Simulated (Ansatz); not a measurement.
Input

```
crystal:
  lattice:
    - [3.355005, 0.0, 0.0]
    - [0.0, 5.674104, 0.0]
    - [0.0, 0.0, 4.22197]
  atoms:
    - { symbol: Sn, position: [0.0, 0.231909, 0.513144] }
    - { symbol: Sn, position: [0.5, 0.768091, 0.013144] }
    - { symbol: O, position: [0.0, 0.89125, 0.736857] }
    - { symbol: O, position: [0.5447093223, 0.10875, 0.236857] }
basis:
  ecutwfc: 420
  fft_grid_basis: typed
kpoints:
  mp_grid: { grid: [8, 6, 8] }
hamiltonian:
  xc: pbe
scf:
  occupations: { method: gaussian, width: 0.05 }
output:
  forces: true
  stress: true
  eigenvalues: true
  bader: true
  write_density: true
  volumetric_format: npy
```

Command:

```sh
ansatz run input.yaml --threads 1 --pin off --max-ram 2560MiB --backend cpu --events-out ev --progress --plain --runs-dir out
```

The picture shows the cell of the calculation (origin moved) (a = 3.36 Å, b = 5.67 Å, c = 4.22 Å, α = 90.00°, β = 90.00°, γ = 90.00°).

Space group Pmn2_1. The cell comes from a database of computed structures, not from a measurement.

The calculation used DFT PBE, scalar-relativistic, plane waves, PAW (Ansatz 0.2.0).

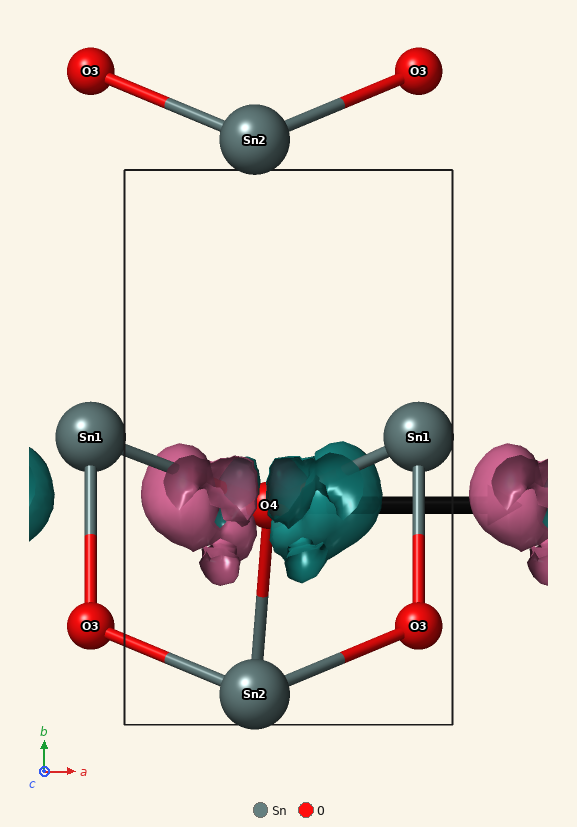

SnO. O4 was moved by 0.15 Å along [1 0 0] in the axes of the cell drawn (arrow, not to scale). Change of the density less the rigid motion of the neutral atom's own density: teal surfaces at +0.03 and pink ones at −0.03 e/Å³, in the cell of the calculation (origin moved) seen along the c axis.

Core electrons are frozen (PAW), so the fields are smoothed inside the atomic spheres.

Q: Describe the electronic response.

A: About 0.14 e is rearranged in the cell. Outside the cores the largest gain, 0.07 e/Å³, lies 0.7 Å from an oxygen nucleus and 1.3 Å from a tin one, and the largest loss lies at the edge of the masked core of O.

Q: What restoring force does the calculation give for this move?

A: The force on it changes by 1.07 eV/Å along the move, against it: a stiffness of about 7.2 eV/Å² for this sublattice shift.
